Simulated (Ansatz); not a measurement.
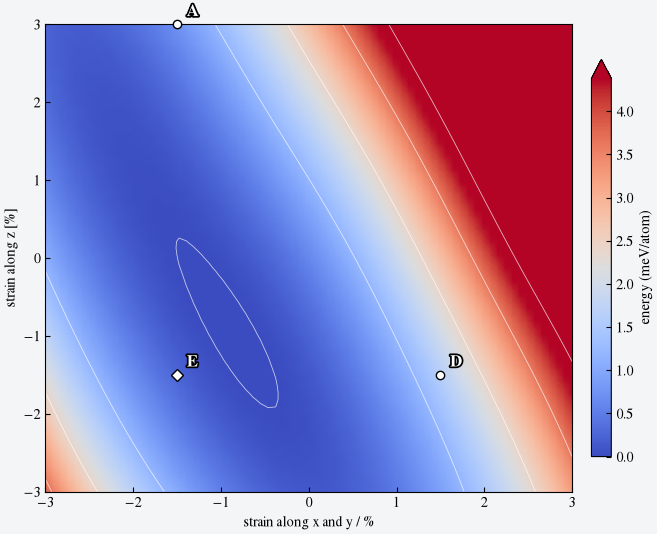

Na (Im-3m, No. 229; 1 atom in the cell). The cell is strained homogeneously, by one strain along x and y and another along z, with fractional coordinates fixed (x, y and z along the cube axes). First axis: strain along x and y. Second axis: strain along z. The scan uses a 5 × 5 grid. Energies are in meV/atom, from the lowest grid point. The reference cell is the one listed in the database, not relaxed at this level. The calculation used DFT PBE, scalar-relativistic, plane waves, PAW (Ansatz 0.2.0). Settings: cutoff 420 eV, k-mesh 16×16×16, gaussian smearing 0.15 eV, no spin polarisation.

The picture shows a smooth colour map with a few white contour lines, one colour for all values above the top of the scale, lettered points. Between grid points the surface is interpolated.

Question: Is E the lowest point of the computed grid?

Answer: No. E lies 0.3 meV/atom above the lowest grid point, which is at strain along x and y = −1.5 %, strain along z = 0.0 %.

Question: Rank the lettered points by energy, lowest first.

Answer: E (0.3 meV/atom), A (0.7 meV/atom), D (1.6 meV/atom).
